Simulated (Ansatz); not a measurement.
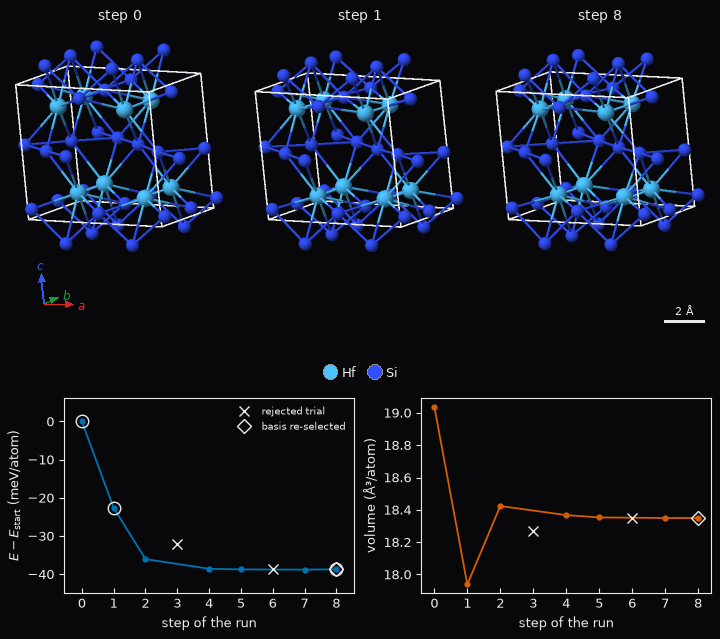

Frames of a relaxation of crystalline Hf2Si3 (a generated structure, set up in P1) (coarse preliminary run), marked on the history of the run. Style: ball-and-stick. Shown: the cell of the calculation, slightly off an axis.

Case: 4 of 16 Si atoms taken out at random.

The calculation used DFT PBEsol, scalar-relativistic, plane waves, PAW in Ansatz. Set-up: plane-wave cutoff 420 eV; k-point mesh 2 × 2 × 2; occupations gaussian; smearing width 0.1 eV; mesh shifted by (0.5, 0.5, 0.5); no spin polarisation; cell and atoms relaxed; force threshold 0.04 eV/Å; at most 50 steps.

**What happens along the run?**

Over 5 accepted moves (8 points after the start) the energy falls by 38.7 meV per atom. The largest force component goes from 1 to 0.014 eV/Å. The pressure goes from −3.12 to −0.01 GPa. The line search rejected the trial steps at points 3, 6 of the run. The SCF was repeated once at an unchanged geometry on a basis and grid sized afresh for the cell, which shifted the energy by 0.1 meV per atom at most. A Si atom moves most relative to the cell: 0.19 Å along [0 −1 −2]. Largest moves by element: Si 0.19 Å, Hf 0.13 Å. The drawn cell changes as follows: a 7.272 → 7.212 Å (−0.8 %), b 7.300 → 7.436 Å (+1.9 %), c 7.401 → 7.082 Å (−4.3 %), α 104.3° → 104.9°, β 90.0° → 89.5°, γ 90.0° → 89.3°; the volume changes by −3.6 %. Some distances before and after: Hf–Hf 3.539 → 3.258 Å, Hf–Hf 3.553 → 3.290 Å, Hf–Hf 3.529 → 3.303 Å, Hf–Hf 3.568 → 3.345 Å. Among the angles between lasting bonds that change: Hf–Si–Hf 126.1° → 120.8°, Hf–Si–Hf 123.5° → 118.8°, Hf–Si–Si 117.1° → 121.9°. The space group stays P1 (No. 1). From step 0 to 1: a Hf atom moves most (0.17 Å), volume −5.8 %, energy −22.6 meV per atom. From step 1 to 8: Hf and Si atoms move most (0.10 Å), volume +2.3 %, energy −16.1 meV per atom.

| step | E − E(0), meV/atom | largest force component, eV/Å | pressure, GPa | volume, Å³/atom | note |
| --- | --- | --- | --- | --- | --- |
| 0 | 0.00 | 1.0034 | -3.12 | 19.038 |  |
| 1 | -22.63 | 0.9869 | 3.84 | 17.938 |  |
| 2 | -36.05 | 0.2364 | -0.05 | 18.424 |  |
| 3 | -31.96 | 0.3421 | -0.10 | 18.271 | rejected |
| 4 | -38.57 | 0.0584 | -0.10 | 18.367 |  |
| 5 | -38.74 | 0.0571 | -0.02 | 18.353 |  |
| 6 | -38.74 | 0.0690 | 0.01 | 18.347 | rejected |
| 7 | -38.80 | 0.0142 | 0.00 | 18.349 |  |
| 8 | -38.70 | 0.0143 | -0.01 | 18.349 | same geometry, new basis |

Limits of the set-up: the k-point mesh is coarse for a cell with partly filled bands.
